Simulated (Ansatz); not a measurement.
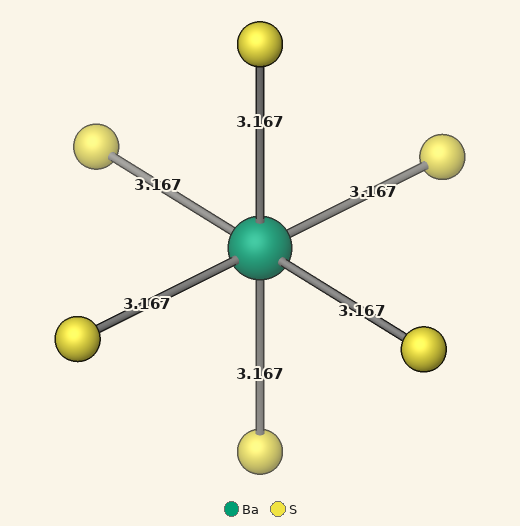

The surroundings of site Ba1 (at 0.000, 0.000, 0.000) in BaS (Fm-3m, No. 225), with bond lengths in Å.

Origin of the cell: the end point of a relaxation with DFT, PBEsol, plane waves, PAW (Ansatz).

```
Ba S
1.0
     6.33398    0.00000    0.00000
     0.00000    6.33398    0.00000
     0.00000    0.00000    6.33398
Ba S
4 4
Direct
  0.00000 0.00000 0.00000
  0.00000 0.50000 0.50000
  0.50000 0.00000 0.50000
  0.50000 0.50000 0.00000
  0.50000 0.00000 0.00000
  0.50000 0.50000 0.50000
  0.00000 0.00000 0.50000
  0.00000 0.50000 0.00000
```

Bond valence s = exp((R0 − d)/b), R0 fitted to published crystal structures with b = 0.37 Å; R0 in Å: Ba2+–S 2.758.

### Calculate the bond-valence sum of Ba1 from the bonds drawn.

6 × 0.331 = 1.99 v.u., against a formal valence of 2: a close match.

### And over the whole structure?

```csv
site,"x, y, z",formal valence,bond-valence sum,difference
Ba1,"0.000, 0.000, 0.000",+2,1.99,-0.01
S1,"0.500, 0.000, 0.000",−2,1.99,-0.01
```

These sums include all anions within 5 Å. The global instability index (root mean square of the differences over all atoms) is 0.01 v.u.: little strain.
